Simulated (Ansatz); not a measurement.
# Calculations on AlP and related structures

### Relaxation

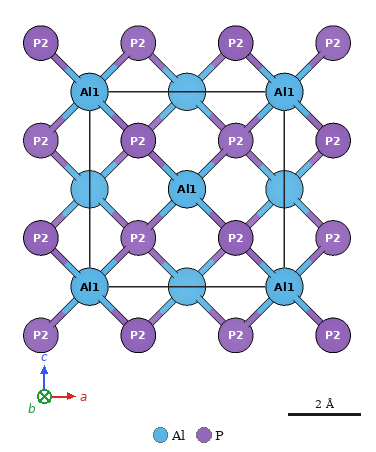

Starting structure of crystalline AlP (set up in F-43m). The picture is a ball-and-stick view of the conventional cell (4 times the calculation's cell), seen along the b axis. Lengths and directions refer to the drawn axes.

Computed with DFT PBE, scalar-relativistic, plane waves, PAW in Ansatz.

The input:
```yaml
crystal:
  lattice:
    - [0.0, 2.7255, 2.7255]
    - [2.7255, 0.0, 2.7255]
    - [2.7255, 2.7255, 0.0]
  atoms:
    - { symbol: Al, position: [0.0, 0.0, 0.0] }
    - { symbol: P, position: [0.75, 0.75, 0.75] }
basis:
  ecutwfc: 420
kpoints:
  mp_grid: { grid: [8, 8, 8] }
hamiltonian:
  xc: pbe
scf:
  occupations: { method: gaussian, width: 0.02 }
output:
  forces: true
  stress: true
  eigenvalues: true
  write_density: true
  write_potential: true
  elf: true
  volumetric_format: npy
relax:
  adjacent_minimum: "off"
  f_tol: 0.005
  max_steps: 80
  cell: { stress_tol: 0.05 }
```

Launched with:
```bash
ansatz run input.yaml --threads 1 --pin off --max-ram 2560MiB --backend cpu --events-out ev --progress --plain --runs-dir out
```

**Predict the outcome.**

The atoms keep their places relative to the cell (all moves are under 0.005 Å). Cell: a = b = c 5.451 → 5.507 Å (+1.0 %). Volume +3.1 %. Near-neighbour distances that change, for instance: Al1–P2 2.360 → 2.385 Å. The space group stays F-43m (No. 216). After 2 accepted moves (3 points after the start) the energy has fallen by 5.3 meV per atom. All forces vanish by symmetry, so only the cell relaxes. Pressure: 2.74 GPa at the start and 0.04 GPa at the end. At 1 point the geometry stayed and the basis and grid were re-selected for the new cell (energy shift of 0.1 meV per atom at most each time). Cost: 14 s on 1 thread of Intel(R) Xeon(R) Processor @ 2.50GHz (Skylake/Cascade Lake), with other jobs on the host, peak memory 0.32 GiB.

Step by step:

| step | E − E(0), meV/atom | pressure, GPa | volume, Å³/atom | note |
| --- | --- | --- | --- | --- |
| 0 | 0.00 | 2.74 | 20.246 |  |
| 1 | -4.85 | 0.69 | 20.713 |  |
| 2 | -5.18 | 0.03 | 20.874 |  |
| 3 | -5.33 | 0.04 | 20.874 | same geometry, new basis |

After the run, drawn alike:

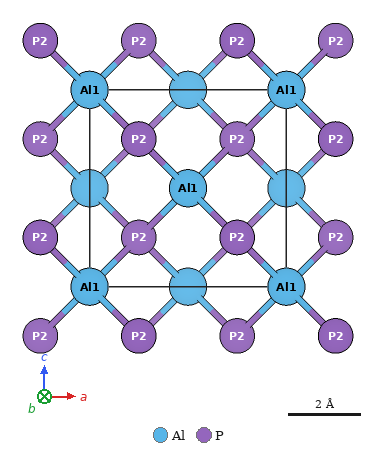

### Relaxation

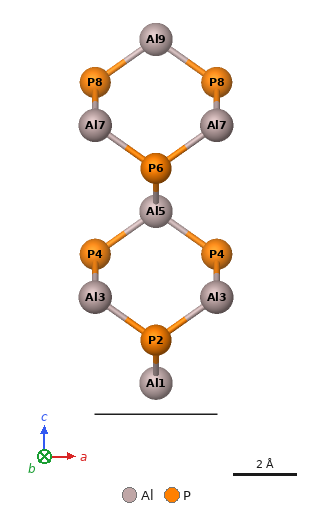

A slab of composition Al5P4 (cut from the F-43m phase), before the relaxation. Style: ball-and-stick. Shown: the cell of the calculation, outlined in the plane, without the vacuum, along the b axis.

Case: (1 0 0) slab, atoms relaxed. The slab is the (1 0 0) face of AlP.

Theory: DFT PBE, scalar-relativistic, plane waves, PAW in Ansatz.

The input:
```yaml
crystal:
  lattice:
    - [3.8938964222, 0.0, 0.0]
    - [0.0, 3.8938964222, 0.0]
    - [0.0, 0.0, 26.0136022615]
  atoms:
    - { symbol: Al, position: [0.5, 0.5, 0.2883107047] }
    - { symbol: P, position: [0.5, 0.0, 0.3412330285] }
    - { symbol: Al, position: [0.0, 0.0, 0.3941553524] }
    - { symbol: P, position: [0.0, 0.5, 0.4470776762] }
    - { symbol: Al, position: [0.5, 0.5, 0.5] }
    - { symbol: P, position: [0.5, 0.0, 0.5529223238] }
    - { symbol: Al, position: [0.0, 0.0, 0.6058446476] }
    - { symbol: P, position: [0.0, 0.5, 0.6587669715] }
    - { symbol: Al, position: [0.5, 0.5, 0.7116892953] }
basis:
  ecutwfc: 420
kpoints:
  mp_grid: { grid: [7, 7, 1] }
hamiltonian:
  xc: pbe
scf:
  occupations: { method: gaussian, width: 0.05 }
output:
  forces: true
  eigenvalues: true
  write_density: true
  write_potential: true
  elf: true
  volumetric_format: npy
relax:
  adjacent_minimum: "off"
  f_tol: 0.02
  max_steps: 60
efield:
  axis: 3
  dipole_correction: true
  ramp_width: 0.04
```

Launched with:
```bash
ansatz run input.yaml --threads 1 --pin off --max-ram 2560MiB --backend cpu --events-out ev --progress --plain --runs-dir out
```

Q: Predict the outcome.

A: The largest moves, 0.073 Å, are those of Al1 and Al9. Al9 goes along the normal (+c). Largest moves by element: Al 0.073 Å, P 0.006 Å. The cell doesn't change. Among the contacts that change: Al1–P2 2.385 → 2.424 Å, Al7–P8 2.385 → 2.391 Å. Among the angles between lasting bonds that change: Al9–P8–Al9 109.5° → 106.9°, P8–Al9–P8 109.5° → 106.9°. Over 3 geometry steps the energy falls by 25.8 meV per cell of the calculation. The largest force component goes from 0.35 to 0.00057 eV/Å. The run took 2.1 min on 1 thread of Intel(R) Xeon(R) Processor @ 2.50GHz (Skylake/Cascade Lake), with other jobs on the host, peak memory 0.56 GiB.

Step by step:

| step | E − E(0), meV/atom | largest force component, eV/Å |
| --- | --- | --- |
| 0 | 0.00 | 0.3497 |
| 1 | -2.56 | 0.1244 |
| 2 | -2.85 | 0.0252 |
| 3 | -2.86 | 0.0006 |

After the run, drawn alike:

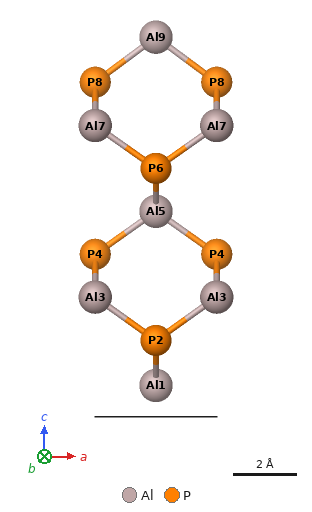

### A change

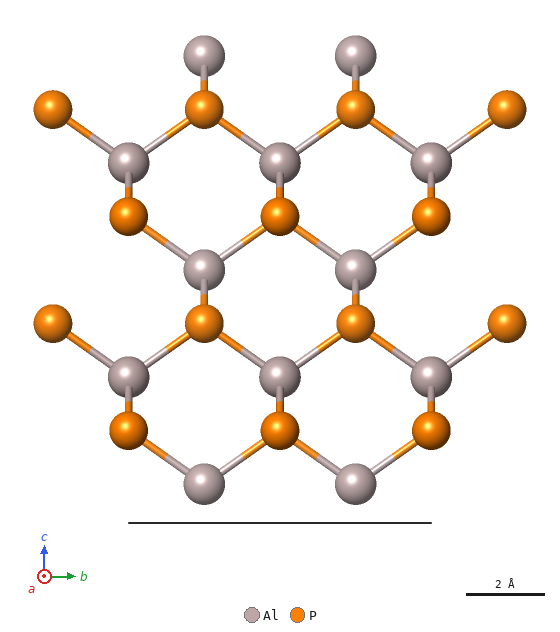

Reference structure: a (1 0 0) slab of AlP as cut from the relaxed bulk. A ball-and-stick model of the 2 × 2 repeat of the cell, outlined in the plane, without the vacuum, seen along the a axis.

Level of theory: Ansatz, DFT PBE, scalar-relativistic, plane waves, PAW. Settings: plane-wave cutoff 420 eV; occupations gaussian; no spin polarisation. The k-mesh is chosen for each cell (8×8×8, 7×7×1). Smearing widths differ between the runs.

Change: The atoms of the slab are relaxed at the bulk's in-plane cell.

Input

The input is the one shown above.

### What is the effect?

The slab isn't stoichiometric; relaxing it gains 0.015 J/m². The top spacing, between the Al and P planes, goes from 1.38 to 1.44 Å (+4.8 %), the bottom one (Al to P) from 1.38 to 1.44 Å (+4.8 %). The lattice vectors keep their values. The largest moves relative to the layer's centre, 0.073 Å, are those of Al1 and Al9. Al9 goes along the normal (+c). Largest moves by element: Al 0.073 Å, P 0.006 Å. Among the bonded contacts that change: Al–P 2.385 → 2.381 to 2.424 Å.

### A change

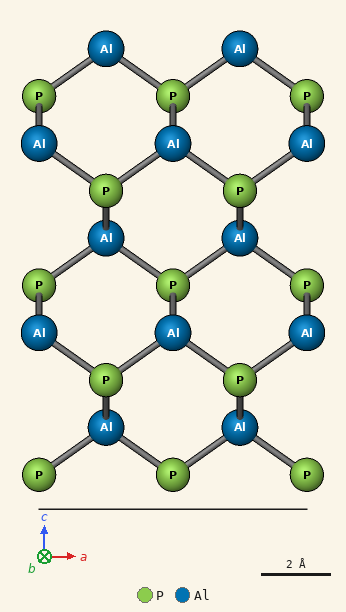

This is a (1 0 0) slab of AlP as cut from the relaxed bulk. The picture is a ball-and-stick view of the 2 × 2 repeat of the cell, outlined in the plane, without the vacuum, seen along the b axis.

All numbers below come from Ansatz 0.2.0, DFT PBE, scalar-relativistic, plane waves, PAW. Settings: plane-wave cutoff 420 eV; occupations gaussian; no spin polarisation. The k-mesh is chosen for each cell (8×8×8, 7×7×1). Smearing widths differ between the runs.

Change: The atoms of the slab are relaxed at the bulk's in-plane cell.

Question: What does the calculation give for the changed structure?

Answer: The surface energy (mean of the two faces) falls from 2.39 to 2.38 J/m². The top spacing, between the Al and P planes, goes from 1.38 to 1.41 Å (+2.8 %), the bottom one (P to Al) from 1.38 to 1.33 Å (−3.7 %). The lattice vectors keep their values. The largest move relative to the layer's centre is that of an Al atom, 0.045 Å along the normal (+c). By element the largest moves are Al 0.045 Å, P 0.026 Å. Some distances before and after: Al–P 2.385 → 2.356 to 2.407 Å.
